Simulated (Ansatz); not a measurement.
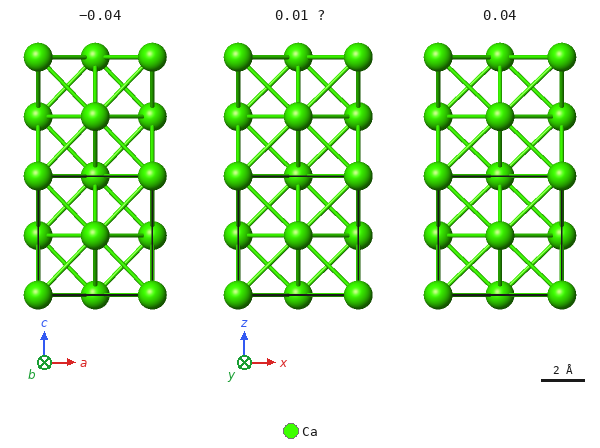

Energy scan for a crystal of Ca (Fm-3m), in which the cell is strained along x alone, with the atoms kept at their fractional coordinates. x, y and z are the Cartesian axes of the input. Style: ball-and-stick. Shown: the conventional cell (4 times the calculation's cell), repeated 1 × 1 × 2 with one cell outlined, along the b axis. Lengths and directions refer to the drawn axes.

Level of theory: DFT LDA, scalar-relativistic, plane waves, PAW in Ansatz. Settings: plane-wave cutoff 420 eV; k-point mesh 14 × 14 × 14; occupations gaussian; smearing width 0.15 eV; no spin polarisation. Energies (free energies at the smearing named) are counted from the cell as listed in its source, which wasn't relaxed.

| strain | energy change (meV/atom) |
| --- | --- |
| −0.040 | −19.4 |
| −0.030 | −15.3 |
| −0.020 | −10.7 |
| −0.010 | −5.6 |
| 0.000 | 0.0 |
| 0.010 | ? |
| 0.020 | 12.5 |
| 0.030 | 19.4 |
| 0.035 | 23.1 |
| 0.040 | 26.8 |

Question: One row is withheld. What is its energy?

Answer: A straight line between the two neighbours gives 6.2 meV/atom. A cubic through the four nearest rows (−0.010, 0.000, 0.020, 0.030) gives, with Lagrange weights, (−0.1667)(−5.6) + (0.6667)(0.0) + (0.6667)(12.5) + (−0.1667)(19.4) = 6.0 meV/atom. The calculation gives 6.0 meV/atom, so the cubic is right to the digits shown and the straight line 0.2 meV/atom too high.

The whole profile:

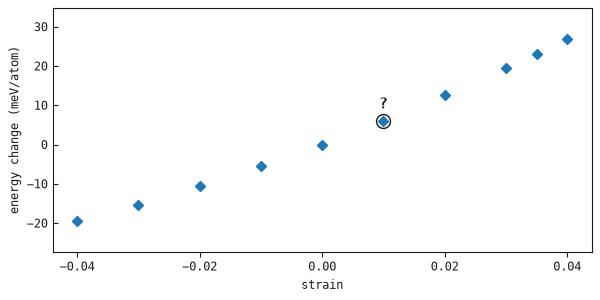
